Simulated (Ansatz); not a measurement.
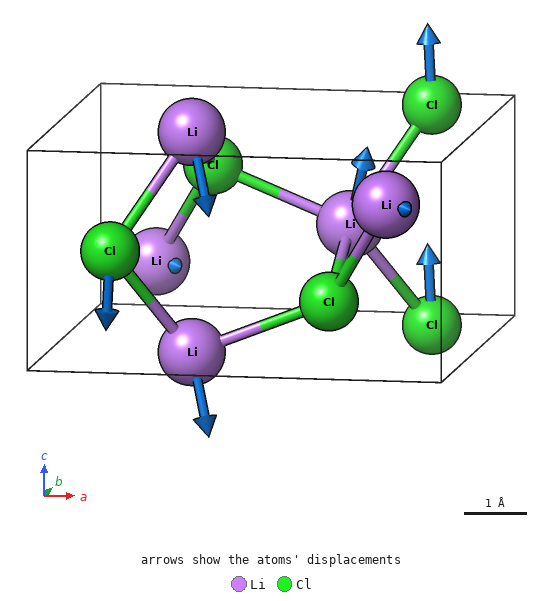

Normal modes of crystalline LiCl (a generated structure), space group P4₁2₁2 (No. 92), at the zone centre. The optical levels lie at 14, 44, 62 (×2), 130, 150, 160 (×2), 200, 203, 221, 233 (×2), 270, 286, 288 (×2), 303, 350 (×2), 407 cm⁻¹. One mode is drawn. Displacements are drawn as blue arrows; their common scale and sign are arbitrary. A ball-and-stick model of the cell of the calculation, seen slightly off an axis.

Theory: DFT PBE, scalar-relativistic, plane waves, PAW (Ansatz 0.2.0). Settings: plane-wave cutoff 420 eV; k-point mesh 4 × 4 × 6; occupations fixed; no spin polarisation.

Frequencies are those without the non-analytic (LO–TO) term.

**Which of these frequencies is the drawn mode's?**

The level at 62 cm⁻¹. This is the E mode (doubly degenerate; one member of the set is drawn), optical level 3 of 16, counted from below, infrared- and Raman-active by symmetry. It mainly bends the Cl–Li bonds; the kinetic energy is shared as Cl 82 %, Li 18 %. Its infrared intensity is 0.78 (D/Å)²/amu for the set.
